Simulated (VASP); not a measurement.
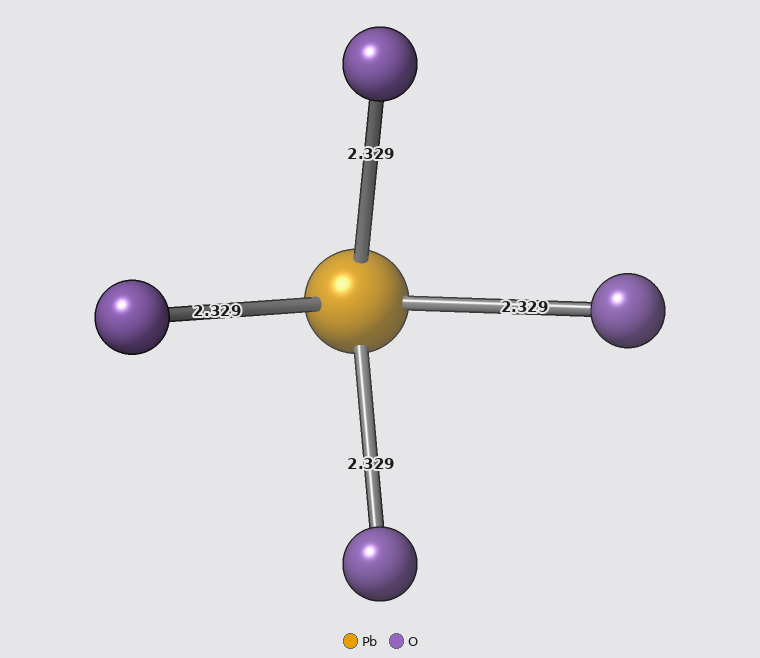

The surroundings of site Pb1 (at 0.500, 0.000, 0.760) in PbO (P4/nmm), with bond lengths in Å.

Source of the atomic positions: an entry of the Crystallography Open Database, as set up for an electronic-structure calculation.

```xyz
4
Lattice="3.9900 0.0000 0.0000 0.0000 3.9900 0.0000 0.0000 0.0000 5.0100" Properties=species:S:1:pos:R:3 pbc="T T T"
Pb    1.9950    0.0000    3.8076
Pb    0.0000    1.9950    1.2024
O     1.9950    1.9950    0.0000
O     0.0000    0.0000    0.0000
```

Bond valence s = exp((R0 − d)/b), R0 fitted to published crystal structures with b = 0.37 Å; R0 in Å: Pb2+–O 2.108.

Q: Calculate the bond-valence sum of Pb1 from the bonds drawn.

A: 4 × 0.550 = 2.20 v.u., against a formal valence of 2: overbonded (bonds short for this ion) by 0.20.

Q: And over the whole structure?

A:
| site | x, y, z | formal valence | bond-valence sum | difference |
| --- | --- | --- | --- | --- |
| Pb1 | 0.500, 0.000, 0.760 | +2 | 2.22 | 0.22 |
| O1 | 0.500, 0.500, 0.000 | −2 | 2.22 | 0.22 |

These sums include all anions within 5 Å. The global instability index (root mean square of the differences over all atoms) is 0.22 v.u.: above 0.2, which by the usual rule of thumb marks a strained structure. The cell was not relaxed for this table, and a volume that is off by a few per cent shifts all sums together.
